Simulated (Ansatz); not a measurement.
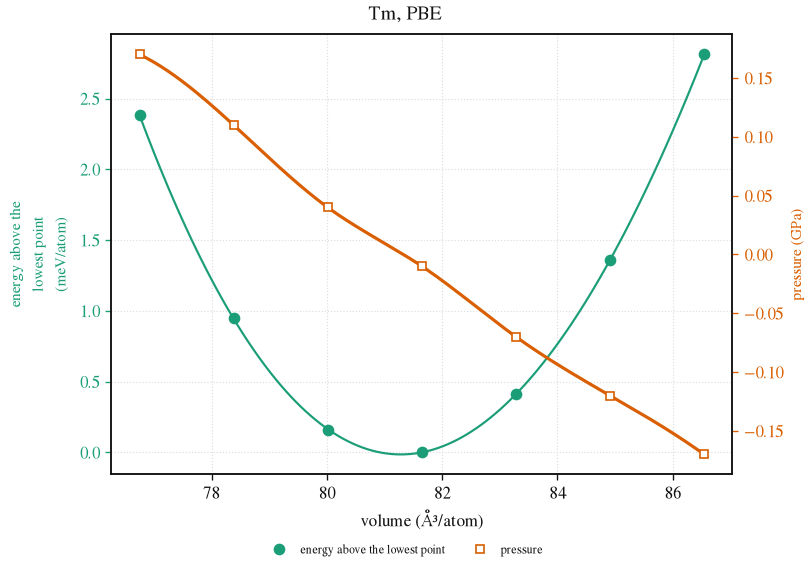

The figure shows the energy above the lowest point and pressure against volume for Tm, space group Fd-3m (No. 227) (one of a set of cubic test structures, which need not be the stable phase).

Computed with Ansatz 0.2.0 development build: equation of state of a cubic crystal from periodic Kohn-Sham density functional theory without spin, third-order Birch-Murnaghan fit to the free energies; pressure corrected for the finite basis. Level: PBE.

structure type diamond; atoms in cell 2; space group number 227; lattice centring face-centred primitive; k mesh 22×22×22; occupation method Fermi–Dirac; occupation width 0.06123 eV; wave cutoff 420 eV; datasets soft-1 PAW; density tolerance 1.6e−07 eV; bands 30; density cutoff ratio 4; search for lower states default.

> What equilibrium volume and bulk modulus follow from the curve?

A third-order Birch–Murnaghan fit gives V0 = 81.28 Å³/atom, B0 = 2.85 GPa.

> What does the pressure do across the range?

It falls from 0.17 GPa at volume 76.75 Å³/atom to −0.17 GPa at 86.55 Å³/atom, and changes sign near 81.3 Å³/atom.

Keep in mind: cubic model structure, not the ambient form; open f shell treated without spin.
